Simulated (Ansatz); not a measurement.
## Geometry relaxation, with input and output: Na (part 3 of 3)

Continued. System: Na (defect cell, 31 atoms in the cell). Method: DFT PBE, scalar-relativistic, plane waves, PAW, no spin polarisation (Ansatz 0.2.0); cutoff 420 eV, 3×3×3 k-mesh, Gaussian smearing of 0.1 eV. The structure derives from a Materials Project entry. It belongs to a series of runs on one base structure; here: Na vacancy (site a), charge +0, atoms relaxed at the host's cell.

Trajectory as extended XYZ (Å, eV, eV/Å), 4 frames, from step=1 to step=4:
```
31
Lattice="8.3932 0.0000 -8.3932 8.3932 -8.3932 0.0000 0.0000 -8.3932 -8.3932" Properties=species:S:1:pos:R:3:forces:R:3 step=1 energy=-46078.32677
Na   10.4915  -10.4915  -14.6880    0.0000   0.0000   0.0000
Na   10.4915  -14.6880  -10.4915    0.0000   0.0000   0.0000
Na   12.5897  -12.5897  -12.5897    0.0422  -0.0422  -0.0422
Na    6.2949  -10.4915  -10.4915    0.0000   0.0000   0.0000
Na    8.3932   -8.3932  -12.5897   -0.0422   0.0422  -0.0422
Na    8.3932  -12.5897   -8.3932   -0.0422  -0.0422   0.0422
Na   10.4915  -10.4915  -10.4915    0.0000   0.0000   0.0000
Na   14.6880  -10.4915  -10.4915    0.0000   0.0000   0.0000
Na    4.1966   -8.3932   -8.3932    0.0015   0.0015   0.0015
Na    6.2949   -6.2949  -10.4915    0.0000   0.0000   0.0283
Na    6.2949  -10.4915   -6.2949    0.0000   0.0283   0.0000
Na    8.3932   -8.3932   -8.3932   -0.0015   0.0015   0.0015
Na   10.4915   -6.2949  -10.4915    0.0000   0.0000   0.0000
Na   10.4915  -10.4915   -6.2949    0.0000   0.0000   0.0000
Na   12.5897   -8.3932   -8.3932    0.0422   0.0422   0.0422
Na    2.0983   -6.2949   -6.2949    0.0283   0.0000   0.0000
Na    4.1966   -4.1966   -8.3932    0.0015  -0.0015   0.0015
Na    4.1966   -8.3932   -4.1966    0.0015   0.0015  -0.0015
Na    6.2949   -6.2949   -6.2949    0.0000   0.0000   0.0000
Na    8.3932   -4.1966   -8.3932   -0.0015  -0.0015   0.0015
Na    8.3932   -8.3932   -4.1966   -0.0015   0.0015  -0.0015
Na   10.4915   -6.2949   -6.2949   -0.0283   0.0000   0.0000
Na    8.3932  -12.5897   -4.1966   -0.0422  -0.0422  -0.0422
Na    4.1966   -4.1966   -4.1966    0.0015  -0.0015  -0.0015
Na    6.2949   -2.0983   -6.2949    0.0000  -0.0283   0.0000
Na    6.2949   -6.2949   -2.0983    0.0000   0.0000  -0.0283
Na    8.3932   -4.1966   -4.1966   -0.0015  -0.0015  -0.0015
Na    2.0983   -2.0983   -2.0983    0.0000   0.0000   0.0000
Na    4.1966    0.0000   -4.1966    0.0422   0.0422  -0.0422
Na    4.1966   -4.1966    0.0000    0.0422  -0.0422   0.0422
Na    0.0000    0.0000    0.0000   -0.0422   0.0422   0.0422
31
Lattice="8.3932 0.0000 -8.3932 8.3932 -8.3932 0.0000 0.0000 -8.3932 -8.3932" Properties=species:S:1:pos:R:3:forces:R:3 step=2 energy=-46078.34343
Na   10.4915  -10.4915  -14.6880    0.0000   0.0000   0.0000
Na   10.4915  -14.6880  -10.4915    0.0000   0.0000   0.0000
Na   12.6050  -12.6050  -12.6050    0.0368  -0.0368  -0.0368
Na    6.2949  -10.4915  -10.4915    0.0000   0.0000   0.0000
Na    8.3779   -8.3779  -12.6050   -0.0368   0.0368  -0.0368
Na    8.3779  -12.6050   -8.3779   -0.0368  -0.0368   0.0368
Na   10.4915  -10.4915  -10.4915    0.0000   0.0000   0.0000
Na   14.6880  -10.4915  -10.4915    0.0000   0.0000   0.0000
Na    4.1952   -8.3946   -8.3946    0.0006   0.0006   0.0006
Na    6.2949   -6.2949  -10.4783    0.0000   0.0000   0.0271
Na    6.2949  -10.4783   -6.2949    0.0000   0.0271   0.0000
Na    8.3946   -8.3946   -8.3946   -0.0006   0.0006   0.0006
Na   10.4915   -6.2949  -10.4915    0.0000   0.0000   0.0000
Na   10.4915  -10.4915   -6.2949    0.0000   0.0000   0.0000
Na   12.6050   -8.3779   -8.3779    0.0368   0.0368   0.0368
Na    2.1114   -6.2949   -6.2949    0.0271   0.0000   0.0000
Na    4.1952   -4.1952   -8.3946    0.0006  -0.0006   0.0006
Na    4.1952   -8.3946   -4.1952    0.0006   0.0006  -0.0006
Na    6.2949   -6.2949   -6.2949    0.0000   0.0000   0.0000
Na    8.3946   -4.1952   -8.3946   -0.0006  -0.0006   0.0006
Na    8.3946   -8.3946   -4.1952   -0.0006   0.0006  -0.0006
Na   10.4783   -6.2949   -6.2949   -0.0271   0.0000   0.0000
Na    8.3779  -12.6050   -4.2119   -0.0368  -0.0368  -0.0368
Na    4.1952   -4.1952   -4.1952    0.0006  -0.0006  -0.0006
Na    6.2949   -2.1114   -6.2949    0.0000  -0.0271   0.0000
Na    6.2949   -6.2949   -2.1114    0.0000   0.0000  -0.0271
Na    8.3946   -4.1952   -4.1952   -0.0006  -0.0006  -0.0006
Na    2.0983   -2.0983   -2.0983    0.0000   0.0000   0.0000
Na    4.2119    0.0153   -4.2119    0.0368   0.0368  -0.0368
Na    4.2119   -4.2119    0.0153    0.0368  -0.0368   0.0368
Na   -0.0153    0.0153    0.0153   -0.0368   0.0368   0.0368
31
Lattice="8.3932 0.0000 -8.3932 8.3932 -8.3932 0.0000 0.0000 -8.3932 -8.3932" Properties=species:S:1:pos:R:3:forces:R:3 step=3 energy=-46078.40000
Na   10.4915  -10.4915  -14.6880    0.0000   0.0000   0.0000
Na   10.4915  -14.6880  -10.4915    0.0000   0.0000   0.0000
Na   12.7176  -12.7176  -12.7176    0.0009  -0.0009  -0.0009
Na    6.2949  -10.4915  -10.4915    0.0000   0.0000   0.0000
Na    8.2653   -8.2653  -12.7176   -0.0009   0.0009  -0.0009
Na    8.2653  -12.7176   -8.2653   -0.0009  -0.0009   0.0009
Na   10.4915  -10.4915  -10.4915    0.0000   0.0000   0.0000
Na   14.6880  -10.4915  -10.4915    0.0000   0.0000   0.0000
Na    4.1684   -8.4213   -8.4213   -0.0020  -0.0020  -0.0020
Na    6.2949   -6.2949  -10.3267    0.0000   0.0000  -0.0228
Na    6.2949  -10.3267   -6.2949    0.0000  -0.0228   0.0000
Na    8.4213   -8.4213   -8.4213    0.0020  -0.0020  -0.0020
Na   10.4915   -6.2949  -10.4915    0.0000   0.0000   0.0000
Na   10.4915  -10.4915   -6.2949    0.0000   0.0000   0.0000
Na   12.7176   -8.2653   -8.2653    0.0009   0.0009   0.0009
Na    2.2631   -6.2949   -6.2949   -0.0228   0.0000   0.0000
Na    4.1684   -4.1684   -8.4213   -0.0020   0.0020  -0.0020
Na    4.1684   -8.4213   -4.1684   -0.0020  -0.0020   0.0020
Na    6.2949   -6.2949   -6.2949    0.0000   0.0000   0.0000
Na    8.4213   -4.1684   -8.4213    0.0020   0.0020  -0.0020
Na    8.4213   -8.4213   -4.1684    0.0020  -0.0020   0.0020
Na   10.3267   -6.2949   -6.2949    0.0228   0.0000   0.0000
Na    8.2653  -12.7176   -4.3244   -0.0009  -0.0009  -0.0009
Na    4.1684   -4.1684   -4.1684   -0.0020   0.0020   0.0020
Na    6.2949   -2.2631   -6.2949    0.0000   0.0228   0.0000
Na    6.2949   -6.2949   -2.2631    0.0000   0.0000   0.0228
Na    8.4213   -4.1684   -4.1684    0.0020   0.0020   0.0020
Na    2.0983   -2.0983   -2.0983    0.0000   0.0000   0.0000
Na    4.3244    0.1279   -4.3244    0.0009   0.0009  -0.0009
Na    4.3244   -4.3244    0.1279    0.0009  -0.0009   0.0009
Na   -0.1279    0.1279    0.1279   -0.0009   0.0009   0.0009
31
Lattice="8.3932 0.0000 -8.3932 8.3932 -8.3932 0.0000 0.0000 -8.3932 -8.3932" Properties=species:S:1:pos:R:3:forces:R:3 step=4 energy=-46078.39941
Na   10.4915  -10.4915  -14.6880    0.0000   0.0000   0.0000
Na   10.4915  -14.6880  -10.4915    0.0000   0.0000   0.0000
Na   12.7198  -12.7198  -12.7198   -0.0052   0.0052   0.0052
Na    6.2949  -10.4915  -10.4915    0.0000   0.0000   0.0000
Na    8.2631   -8.2631  -12.7198    0.0052  -0.0052   0.0052
Na    8.2631  -12.7198   -8.2631    0.0052   0.0052  -0.0052
Na   10.4915  -10.4915  -10.4915    0.0000   0.0000   0.0000
Na   14.6880  -10.4915  -10.4915    0.0000   0.0000   0.0000
Na    4.1646   -8.4251   -8.4251    0.0083   0.0083   0.0083
Na    6.2949   -6.2949  -10.3867    0.0000   0.0000   0.0238
Na    6.2949  -10.3867   -6.2949    0.0000   0.0238   0.0000
Na    8.4251   -8.4251   -8.4251   -0.0083   0.0083   0.0083
Na   10.4915   -6.2949  -10.4915    0.0000   0.0000   0.0000
Na   10.4915  -10.4915   -6.2949    0.0000   0.0000   0.0000
Na   12.7198   -8.2631   -8.2631   -0.0052  -0.0052  -0.0052
Na    2.2030   -6.2949   -6.2949    0.0238   0.0000   0.0000
Na    4.1646   -4.1646   -8.4251    0.0083  -0.0083   0.0083
Na    4.1646   -8.4251   -4.1646    0.0083   0.0083  -0.0083
Na    6.2949   -6.2949   -6.2949    0.0000   0.0000   0.0000
Na    8.4251   -4.1646   -8.4251   -0.0083  -0.0083   0.0083
Na    8.4251   -8.4251   -4.1646   -0.0083   0.0083  -0.0083
Na   10.3867   -6.2949   -6.2949   -0.0238   0.0000   0.0000
Na    8.2631  -12.7198   -4.3266    0.0052   0.0052   0.0052
Na    4.1646   -4.1646   -4.1646    0.0083  -0.0083  -0.0083
Na    6.2949   -2.2030   -6.2949    0.0000  -0.0238   0.0000
Na    6.2949   -6.2949   -2.2030    0.0000   0.0000  -0.0238
Na    8.4251   -4.1646   -4.1646   -0.0083  -0.0083  -0.0083
Na    2.0983   -2.0983   -2.0983    0.0000   0.0000   0.0000
Na    4.3266    0.1300   -4.3266   -0.0052  -0.0052   0.0052
Na    4.3266   -4.3266    0.1300   -0.0052   0.0052  -0.0052
Na   -0.1300    0.1300    0.1300    0.0052  -0.0052  -0.0052
```

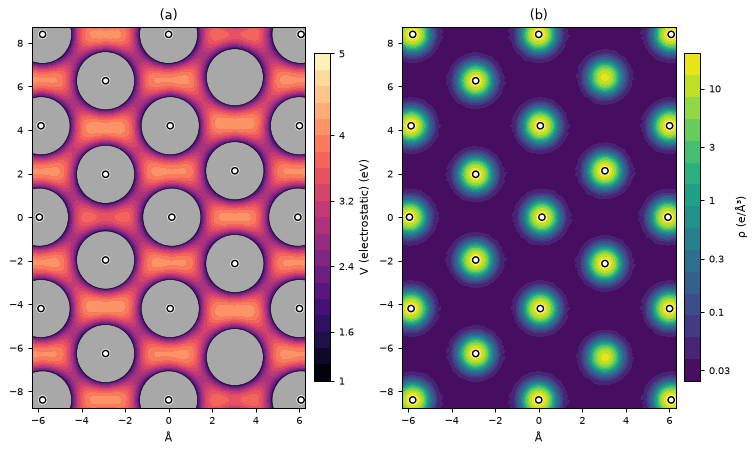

*(a) electrostatic potential energy of an electron; (b) valence charge density (pseudo) on the (11̄0) plane of the calculation cell. Circles mark the nuclei in the plane (Na). Grey discs, where drawn, cover atomic cores.*

The plane passes through Na nuclei. Na–Na (3.60 Å): ρ is about 0.03 e/Å³ halfway. Na–Na (3.63 Å): ρ at the midpoint is about 0.03 e/Å³. Na–Na (3.72 Å): ρ is about 0.03 e/Å³ halfway. Away from the nuclei the density in this plane falls to 0.02 e/Å³ at its lowest. Outside the cores the potential energy rises away from the atoms and is highest about 2.2 Å from the nearest atoms; outside the discs it spans about 3 eV, and its zero is arbitrary. The fields are those of the smooth PAW valence density.

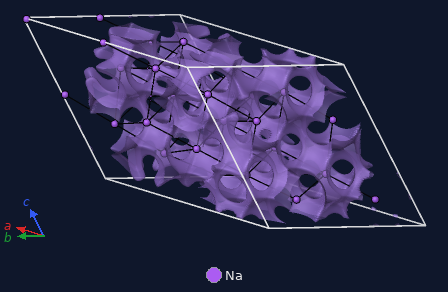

*Isosurface of the ELF at 0.5 (purple), seen at an oblique angle. Only the valence region is drawn (cores and ρ < 0.01 e/Å³ removed). Sticks mark near contacts. The outline is the calculation cell.*

The ELF exceeds this value in one network that runs through the whole crystal, counted in one cell of 31 atoms. Along the contacts the grid gives the following. Na–Na (3.58 Å): the ELF is about 0.35 at the midpoint, as expected for metallic bonding. Na–Na (3.63 Å): the ELF is about 0.45 at the midpoint (metallic bonding.
